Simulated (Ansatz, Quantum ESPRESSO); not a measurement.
# 2H-WS2, 1 layer: the gap on the mesh at a withheld member of a series

How the rows were computed: Quantum ESPRESSO 7.5, PBE, SG15 norm-conserving. Cell and atoms are relaxed under PBE (GBRV files) and held. Screened hybrids with norm-conserving files, screening 0.106 per bohr, fixed occupations, a 9×9×1 mesh with exchange on 3×3×1 q points. Levels count from the potential in the middle of the vacuum. The series steps the share of short-range exact exchange (0.25 is HSE06, 0 is PBE).

| share of short-range exact exchange | gap on the mesh (eV) |
| --- | --- |
| 0 | 1.829 |
| 0.1 | 2.062 |
| 0.15 | 2.163 |
| 0.2 | 2.266 |
| 0.25 | 2.370 |
| 0.4 | 2.692 |

To predict: What is the gap on the mesh at 0.3?

**Fit.** The rows at 0.25 and 0.4 give a slope of (2.692 − (2.370))/(0.4 − (0.25)) = 2.147, so a straight line gives 2.477 eV. A parabola through these and the row at 0.2 gives 2.476 eV.

What the calculation gave: 2.475 eV. The line misses by +0.002 and the parabola by +0.001 eV. Both misses are under 5 % of the step from the nearer row.

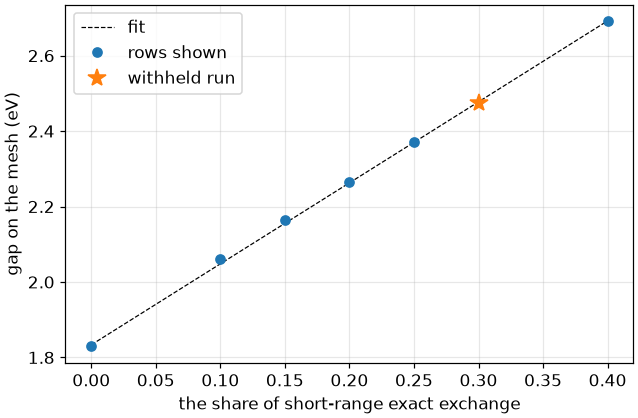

The rows shown, the fit and the withheld run.

**Limits.** Gaps are those of the mesh; no spin-orbit coupling; the q mesh was not tested; the geometry stays that of PBE.
